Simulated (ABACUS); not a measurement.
# Single-point calculation at one volume of an equation of state, with input and output: WS$_{2}$ (part 1 of 2)

The run: single-point calculation at one volume of an equation of state of WS$_{2}$ (3 atoms in the cell). Method and program: Kohn-Sham DFT of a periodic cell, LDA, GBRV ultrasoft 1.5 LDA, no spin polarisation (ABACUS 3.10.1).

The structure derives from a Materials Project entry. It belongs to a series of runs on one base structure; here: volume scaled by 0.94.

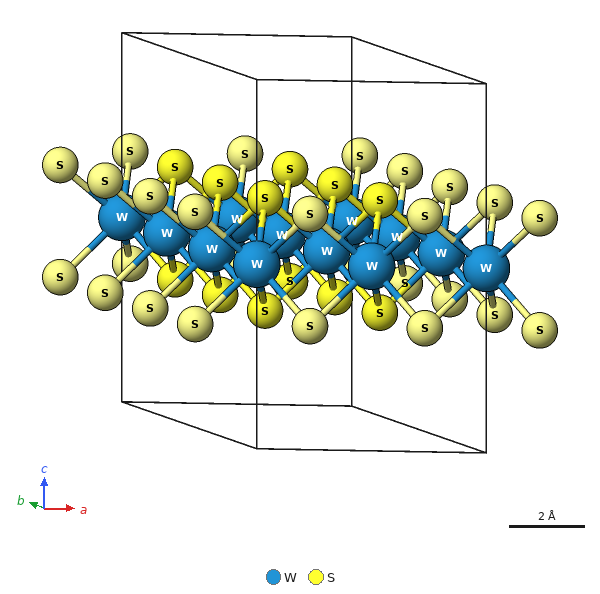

Fig. 1: The structure as given in the input (ball-and-stick view of the 2 × 3 repeat of the cell, with the vacuum cut short, seen slightly off an axis; neighbours outside the cell are drawn fainter). An atom can appear more than once, as a periodic image. Near neighbours in the periodic cell (some may lie outside the picture): W has 6 S at 2.36 Å; S has 3 W at 2.36 Å.

### Input file
```
INPUT_PARAMETERS
suffix              WS2
calculation         scf
basis_type          pw
pseudo_dir          ./
symmetry            1
dft_functional      pz
ecutwfc             40
pseudo_rcut         10
nspin               1
nbands              17
ks_solver           dav
smearing_method     fd
smearing_sigma      0.00367493
scf_thr             1e-08
scf_nmax            100
mixing_type         broyden
mixing_beta         0.7
cal_force           1
cal_stress          1
ecutrho             320
kpar                4
```

### File STRU
```
ATOMIC_SPECIES
W 183.8400 w_lda_v1.2.uspp.F.UPF
S 32.0600 s_lda_v1.4.uspp.F.UPF

LATTICE_CONSTANT
1.8897261246

LATTICE_VECTORS
3.1185283984 0.0000000000 0.0000000000
-1.5592641992 2.7007248154 0.0000000000
0.0000000000 0.0000000000 16.6045506357

ATOMIC_POSITIONS
Cartesian

W
0.0
1
0.0000000000 0.0000000000 0.0000000000 1 1 1

S
0.0
2
-0.0000000002 1.8004832104 1.5276271268 1 1 1
-0.0000000002 1.8004832104 15.0769235089 1 1 1
```

### File KPT
```
K_POINTS
0
Gamma
8 8 2 0 0 0
```

Command:
```bash
OMP_NUM_THREADS=1 mpirun -np 4 abacus > log
```

### What the program printed
```
ABACUS v3.10.1

               Atomic-orbital Based Ab-initio Computation at UStc

 ------------------------------------------------------------------------------------

 READING GENERAL INFORMATION
                           global_out_dir = OUT.WS2/
                           global_in_card = INPUT
                               pseudo_dir = ./
                              orbital_dir =
                                    DSIZE = 4
                                    GSIZE = 1

 READING UNITCELL INFORMATION
                                    ntype = 2
                  lattice constant (Bohr) = 1.88973
              lattice constant (Angstrom) = 1

 READING ATOM TYPE 1
                               atom label = W
                      L=0, number of zeta = 1
                      L=1, number of zeta = 1
                      L=2, number of zeta = 1
             number of atom for this type = 1

 READING ATOM TYPE 2
                               atom label = S
                      L=0, number of zeta = 1
                      L=1, number of zeta = 1
                      L=2, number of zeta = 1
             number of atom for this type = 2

                        TOTAL ATOM NUMBER = 3
CARTESIAN COORDINATES ( UNIT =       1.889726124600 Bohr ).
    atom                   x                   y                   z     mag                  vx                  vy                  vz
tauc_W1            0.0000000000        0.0000000000        0.0000000000  0.0000        0.0000000000        0.0000000000        0.0000000000
tauc_S1           -0.0000000002        1.8004832104        1.5276271268  0.0000        0.0000000000        0.0000000000        0.0000000000
tauc_S2           -0.0000000002        1.8004832104       15.0769235089  0.0000        0.0000000000        0.0000000000        0.0000000000

                          Volume (Bohr^3) = 943.743
                             Volume (A^3) = 139.848

 Lattice vectors: (Cartesian coordinate: in unit of a_0)
             +3.11853                  +0                  +0
             -1.55926            +2.70072                  +0
                   +0                  +0            +16.6046
 Reciprocal vectors: (Cartesian coordinate: in unit of 2 pi/a_0)
            +0.320664           +0.185135                  -0
                   -0           +0.370271                  -0
                   +0                  -0          +0.0602245
 The esolver type has been set to : ksdft_pw

                PAO radial cut off (Bohr) = 10

 Read in pseudopotential file is w_lda_v1.2.uspp.F.UPF
                     pseudopotential type = US
          exchange-correlation functional = PZ
                 nonlocal core correction = 1
                        valence electrons = 14
                                     lmax = 3
                           number of zeta = 5
                     number of projectors = 8
                           L of projector = 0
                           L of projector = 0
                           L of projector = 0
                           L of projector = 1
                           L of projector = 1
                           L of projector = 2
                           L of projector = 2
                           L of projector = 3
                PAO radial cut off (Bohr) = 10

 Read in pseudopotential file is s_lda_v1.4.uspp.F.UPF
                     pseudopotential type = US
          exchange-correlation functional = PZ
                 nonlocal core correction = 1
                        valence electrons = 6
                                     lmax = 2
                           number of zeta = 2
                     number of projectors = 6
                           L of projector = 0
                           L of projector = 0
                           L of projector = 1
                           L of projector = 1
                           L of projector = 2
                           L of projector = 2
     initial pseudo atomic orbital number = 21

 SETUP THE ELECTRONS NUMBER
             electron number of element W = 14
       total electron number of element W = 14
             electron number of element S = 6
       total electron number of element S = 12
            AUTOSET number of electrons:  = 26
                           occupied bands = 13
                                   NBANDS = 17
                                   NLOCAL = 27

%%%%%%%%%%%%%%%%%%%%%%%%%%%%%%%%%%%%%%%%%%%%%%%%%%%%%%%%%%%%%%%%%%%%%%%%%%%%%%%%%%%%%%%%%%%%%%%%%%%%%%%%%%
 Warning: the number of valence electrons in pseudopotential > 6 for W: [Xe] 4f14 5d4 6s2
 Pseudopotentials with additional electrons can yield (more) accurate outcomes, but may be less efficient.
 If you're confident that your chosen pseudopotential is appropriate, you can safely ignore this warning.
%%%%%%%%%%%%%%%%%%%%%%%%%%%%%%%%%%%%%%%%%%%%%%%%%%%%%%%%%%%%%%%%%%%%%%%%%%%%%%%%%%%%%%%%%%%%%%%%%%%%%%%%%%

 SETUP THE PLANE WAVE BASIS
 energy cutoff for charge/potential (unit:Ry) = 160
            fft grid for charge/potential = [ 24, 24, 128 ]
                        fft grid division = [ 1, 1, 1 ]
        big fft grid for charge/potential = [ 36, 36, 180 ]
                                     nbxx = 233280
                                     nrxx = 73728

 SETUP PLANE WAVES FOR CHARGE/POTENTIAL
                    number of plane waves = 32281
                         number of sticks = 379

 PARALLEL PW FOR CHARGE/POTENTIAL
     PROC   COLUMNS(POT)             PW
        1            379          32281
 --------------- sum -------------------
        1            379          32281
                            number of |g| = 1721
                                  max |g| = 14.4601
                                  min |g| = 0

 energy cutoff for dense charge/potential (unit:Ry) = 320
      fft grid for dense charge/potential = [ 36, 36, 180 ]
                                     nrxx = 233280

 SETUP PLANE WAVES FOR dense CHARGE/POTENTIAL
                    number of plane waves = 91139
                         number of sticks = 769

 PARALLEL PW FOR dense CHARGE/POTENTIAL
     PROC   COLUMNS(POT)             PW
        1            769          91139
 --------------- sum -------------------
        1            769          91139
                            number of |g| = 4363
                                  max |g| = 28.9427
                                  min |g| = 0

----------- Double Check Mixing Parameters Begin ------------
mixing_type: broyden
mixing_beta: 0.7
mixing_gg0: 1
mixing_gg0_min: 0.1
mixing_ndim: 8
----------- Double Check Mixing Parameters End ------------

 LATTICE VECTORS: (CARTESIAN COORDINATE: IN UNIT OF A0)
             +3.11853                  +0                  +0
             -1.55926            +2.70072                  +0
                   +0                  +0            +16.6046
                       right hand lattice = 1
                                   NORM_A = 3.11853
                                   NORM_B = 3.11853
                                   NORM_C = 16.6046
                           ALPHA (DEGREE) = 90
                           BETA  (DEGREE) = 90
                           GAMMA (DEGREE) = 120

 The lattice vectors have been changed (STRU_SIMPLE.cif)

(for optimal symmetric configuration:)
                             BRAVAIS TYPE = 4
                     BRAVAIS LATTICE NAME = 04. Hexagonal cell
                                    ibrav = 4
                                    IBRAV = 4
                                  BRAVAIS = HEXAGONAL CELL
                       LATTICE CONSTANT A = 3.11853
                                C/A RATIO = 5.32448
Original cell was already a primitive cell.
                        ROTATION MATRICES = 24
              PURE POINT GROUP OPERATIONS = 12
                   SPACE GROUP OPERATIONS = 12
                                       C2 = 3
                                       C3 = 2
                                       C4 = 0
                                       C6 = 0
                                       S1 = 4
                                       S3 = 2
                                       S4 = 0
                                       S6 = 0
                              POINT GROUP = D_3h
                                       C2 = 3
                                       C3 = 2
                                       C4 = 0
                                       C6 = 0
                                       S1 = 4
                                       S3 = 2
                                       S4 = 0
                                       S6 = 0
               POINT GROUP IN SPACE GROUP = D_3h

 SETUP K-POINTS
                                    nspin = 1
                   Input type of k points = Monkhorst-Pack(Gamma)
                                   nkstot = 128
                       right hand lattice = 1
(for reciprocal lattice: )
                             BRAVAIS TYPE = 4
                     BRAVAIS LATTICE NAME = 04. Hexagonal cell
                                    ibrav = 4
                       right hand lattice = 1
(for k-lattice: )
                             BRAVAIS TYPE = 4
                     BRAVAIS LATTICE NAME = 04. Hexagonal cell
                                    ibrav = 4
                       right hand lattice = 1
                        ROTATION MATRICES = 24
                               nkstot_ibz = 20
K-POINTS REDUCTION ACCORDING TO SYMMETRY
     IBZ    DIRECT_X    DIRECT_Y    DIRECT_Z  WEIGHT  ibz2bz
       1  0.00000000  0.00000000  0.00000000  0.0078       0
       2 -0.12500000  0.12500000  0.00000000  0.0469       1
       3 -0.25000000  0.25000000  0.00000000  0.0469       2
       4 -0.37500000  0.37500000  0.00000000  0.0469       3
       5  0.50000000  0.50000000  0.00000000  0.0234       4
       6 -0.12500000  0.25000000  0.00000000  0.0469       9
       7 -0.25000000  0.37500000  0.00000000  0.0938      10
       8  0.50000000  0.37500000  0.00000000  0.0938      11
       9  0.50000000  0.25000000  0.00000000  0.0469      18
      10  0.37500000  0.37500000  0.00000000  0.0469      19
      11  0.00000000  0.00000000  0.50000000  0.0078      64
      12 -0.12500000  0.12500000  0.50000000  0.0469      65
      13 -0.25000000  0.25000000  0.50000000  0.0469      66
      14 -0.37500000  0.37500000  0.50000000  0.0469      67
      15  0.50000000  0.50000000  0.50000000  0.0234      68
      16 -0.12500000  0.25000000  0.50000000  0.0469      73
      17 -0.25000000  0.37500000  0.50000000  0.0938      74
      18  0.50000000  0.37500000  0.50000000  0.0938      75
      19  0.50000000  0.25000000  0.50000000  0.0469      82
      20  0.37500000  0.37500000  0.50000000  0.0469      83

                               nkstot now = 20
[... K-POINTS DIRECT COORDINATES: 20 rows ...]

           k-point number in this process = 5
       minimum distributed K point number = 5
[... stars of the k points ...]

[... K-POINTS CARTESIAN COORDINATES: 5 rows ...]

[... K-POINTS DIRECT COORDINATES: 5 rows ...]

 SETUP PLANE WAVES FOR WAVE FUNCTIONS
     energy cutoff for wavefunc (unit:Ry) = 40
              fft grid for wave functions = [ 24, 24, 128 ]
                    number of plane waves = 6343
                         number of sticks = 127

 PARALLEL PW FOR WAVE FUNCTIONS
     PROC   COLUMNS(POT)             PW
        1            127           6343
 --------------- sum -------------------
        1            127           6343

 SETUP NONLOCAL PSEUDOPOTENTIALS IN PLANE WAVE BASIS
 W non-local projectors:
 projector 1 L=0
 projector 2 L=0
 projector 3 L=0
 projector 4 L=1
 projector 5 L=1
 projector 6 L=2
 projector 7 L=2
 projector 8 L=3
 S non-local projectors:
 projector 1 L=0
 projector 2 L=0
 projector 3 L=1
 projector 4 L=1
 projector 5 L=2
 projector 6 L=2
      TOTAL NUMBER OF NONLOCAL PROJECTORS = 62

 Init Non-Local PseudoPotential table :
 Init Non-Local-Pseudopotential done.

                                     npwx = 4048

 Make real space PAO into reciprocal space.
       max mesh points in Pseudopotential = 745
     dq(describe PAO in reciprocal space) = 0.01
                                    max q = 763

 number of pseudo atomic orbitals for W is 5
WARNING: norm of atomic wavefunction # 3 of atomic type W is 0.999991, renormalized
WARNING: norm of atomic wavefunction # 4 of atomic type W is 0.999949, renormalized
WARNING: norm of atomic wavefunction # 5 of atomic type W is 0.994582, renormalized

 number of pseudo atomic orbitals for S is 2
WARNING: norm of atomic wavefunction # 2 of atomic type S is 0.999996, renormalized

 -------------------------------------------
 SELF-CONSISTENT
 -------------------------------------------
                                 init_chg = atomic

 PW ALGORITHM --------------- ION=   1  ELEC=   1--------------------------------

 Notice: Threshold on eigenvalues was too large.
 hsover_error=0.26 > DRHO=0.104507
 Origin diag ethr = 0.01
 New diag ethr = 0.000401952

 Density error is 0.103653425191
                          Error Threshold = 0.000401951804483
----------------------------------------------------------
     Energy           Rydberg                 eV
----------------------------------------------------------
 E_KohnSham     -207.5821667699      -2824.3002712567
 E_Harris       -204.1561220000      -2777.6865407836
 E_Fermi        0.0560105982         0.7620632837
----------------------------------------------------------

 PW ALGORITHM --------------- ION=   1  ELEC=   2--------------------------------

 Density error is 0.0318186771291
                          Error Threshold = 0.000398667019965
----------------------------------------------------------
     Energy           Rydberg                 eV
----------------------------------------------------------
 E_KohnSham     -207.5940288985      -2824.4616637969
 E_Harris       -203.4145217471      -2767.5965517056
 E_Fermi        0.0496096236         0.6749735563
----------------------------------------------------------

 PW ALGORITHM --------------- ION=   1  ELEC=   3--------------------------------
```
